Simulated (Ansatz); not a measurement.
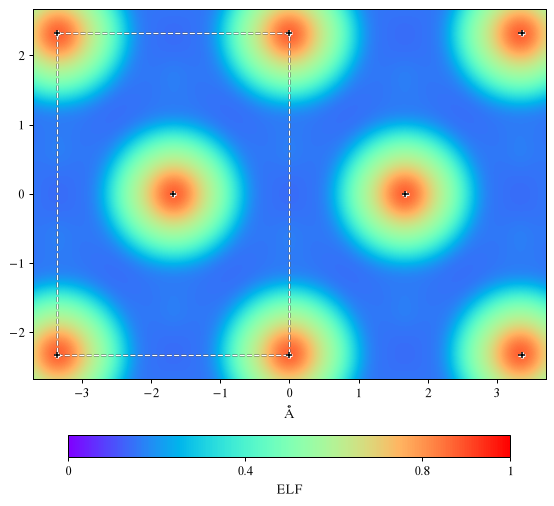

The ELF on a plane through atoms (crosses mark nuclei in the plane).

All numbers below come from Ansatz, DFT r2SCAN, scalar-relativistic, plane waves, PAW.

Candidates:
A. HfO2, a = 3.67 Å, b = 3.67 Å, c = 4.98 Å, α = 90.00°, β = 90.00°, γ = 90.00°. Space group I4/mmm; computed pressure about −8 GPa in this cell.
B. Ag, a = 3.36 Å, b = 3.36 Å, c = 3.22 Å, α = 90.00°, β = 90.00°, γ = 90.00°. Space group I4/mmm; a structure from a database of computed crystals, not necessarily the ambient phase; computed pressure about −4 GPa in this cell; computed without spin polarisation.
C. Au, a = 2.89 Å, b = 2.89 Å, c = 4.86 Å, α = 90.00°, β = 90.00°, γ = 120.00°. Space group P-1; changed on purpose from its base cell (all atoms moved at random, sigma 0.05 A a component).

> Which candidate gave the map?

Candidate B: Ag on the (101̄) plane of the conventional cell, which holds Ag. Ag–Ag (2.87 Å): the ELF is about 0.15 at the midpoint (no shared electron pair shows on this line).
